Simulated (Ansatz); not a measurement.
A series of calculations on MoP

Part 1: Vibrations

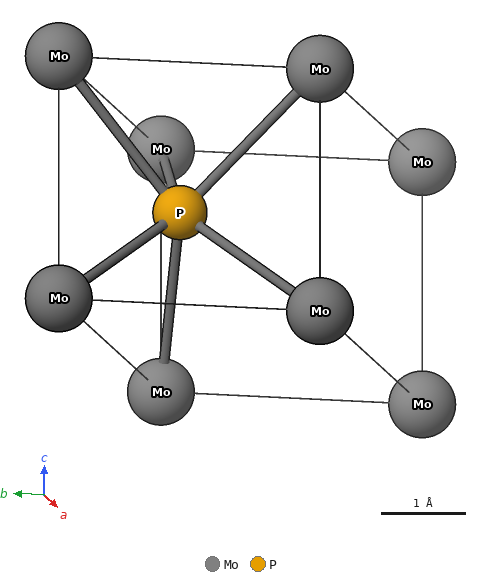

Normal modes of a crystal of MoP relaxed at 11 GPa, space group P-6m2 (No. 187), at the zone centre. Style: ball-and-stick. Shown: the cell of the calculation, from a free direction.

Method: DFT LDA, scalar-relativistic, plane waves, PAW (Ansatz). Settings: plane-wave cutoff 420 eV; k-point mesh 18 × 18 × 14; occupations fermi dirac; smearing width 0.15 eV; target pressure 11 GPa; no spin polarisation.

The frequencies depend somewhat on the k-mesh and the smearing.

**Which optical modes does it have, at what frequencies, and is it stable there?**

The calculation's cell holds 2 atoms, so there are 3 optical modes, in 2 levels. The optical modes span E′ + A₂″. No level is unstable.

```json
{"level": "1", "symmetry": "E′", "frequency (cm⁻¹)": "438", "activity": "infrared- and Raman-active"}
{"level": "2", "symmetry": "A₂″", "frequency (cm⁻¹)": "445", "activity": "infrared-active"}
```

The crystal is a metal, so free carriers screen the infrared response.

The modes drawn as arrows (one member of each degenerate set):

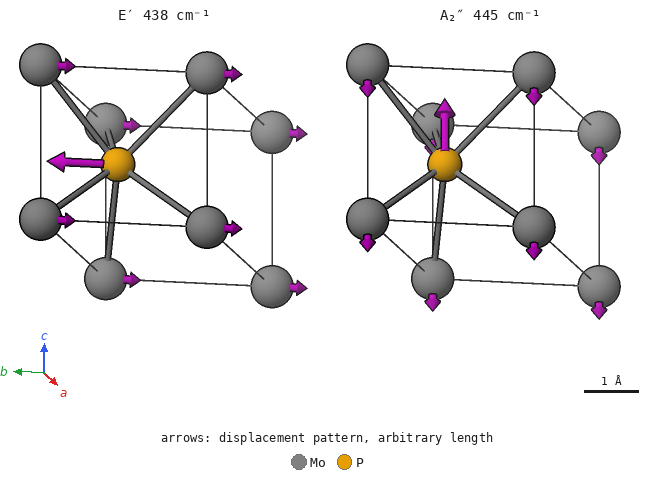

Part 2: One mode

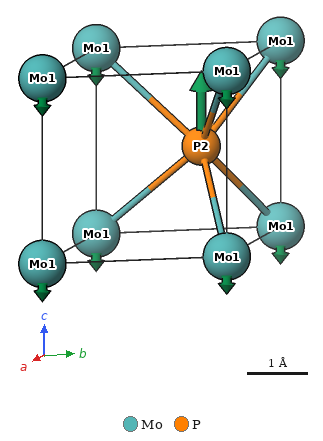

One vibrational mode of solid MoP relaxed at 5 GPa at the zone centre. Displacements are drawn as green arrows; their common scale and sign are arbitrary. Style: ball-and-stick. Shown: the cell of the calculation, slightly off an axis.

These are results of Ansatz, DFT LDA, scalar-relativistic, plane waves, PAW, not measurements. (plane-wave cutoff 420 eV; k-point mesh 18 × 18 × 14; occupations fermi dirac; smearing width 0.15 eV; target pressure 5 GPa; no spin polarisation)

The frequencies depend somewhat on the k-mesh and the smearing.

### Give the symmetry, activity and frequency of this mode.

This is the A₂″ mode at 427 cm⁻¹, the highest optical level, infrared-active by symmetry. The P sublattice moves against the Mo sublattice, along c; the kinetic energy is shared as P 76 %, Mo 24 %. The crystal is a metal, so free carriers screen the infrared response.

Part 3: Softest mode

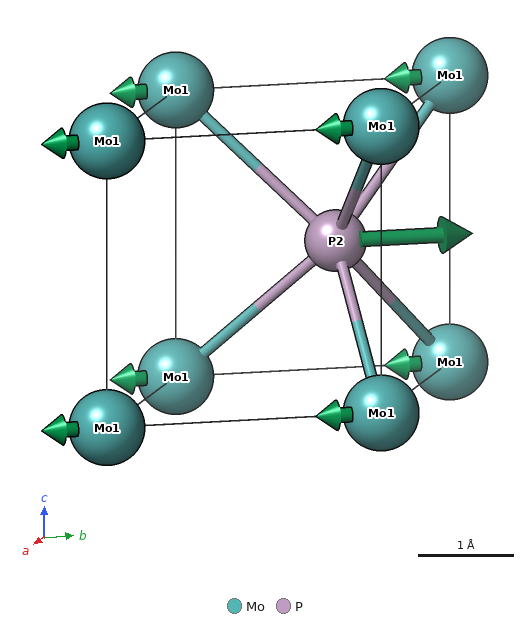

The lowest optical mode of crystalline MoP relaxed at 50 GPa, space group P-6m2 (No. 187), at the zone centre. The green arrows give the relative displacements of the atoms. The picture is a ball-and-stick view of the cell of the calculation, seen slightly off an axis.

All numbers below come from Ansatz, DFT LDA, scalar-relativistic, plane waves, PAW.

Input
```yaml
crystal:
  lattice:
    - [3.003195406, 0.0, 0.0]
    - [-1.501597703, 2.6008435141, 0.0]
    - [0.0, 0.0, 3.0691161207]
  atoms:
    - { symbol: Mo, position: [0.0, 0.0, 0.0] }
    - { symbol: P, position: [0.3333333333, 0.6666666667, 0.5] }
basis:
  ecutwfc: 420
kpoints:
  mp_grid: { grid: [18, 18, 14] }
hamiltonian:
  xc: lda
scf:
  occupations: { method: fermi_dirac, width: 0.15 }
output:
  eigenvalues: true
phonons:
  method: dfpt
  eigenvectors: true
```

Run as
```bash
ansatz run input.yaml --threads 1 --pin off --max-ram 3072MiB --backend cpu --events-out ev --progress --plain --runs-dir out
```

The frequencies depend somewhat on the k-mesh and the smearing.

Question: Is the structure stable against all modes at this point?

Answer: Yes: this softest mode has a real frequency, and so have all others here. That speaks for this wave vector alone: the rest of the zone wasn't checked in this run. This is the E′ mode (doubly degenerate; one member of the set is drawn) at 497 cm⁻¹, the lowest optical level, infrared- and Raman-active by symmetry. The P sublattice moves against the Mo sublattice, along b; the kinetic energy is shared as P 76 %, Mo 24 %. The crystal is a metal, so free carriers screen the infrared response.
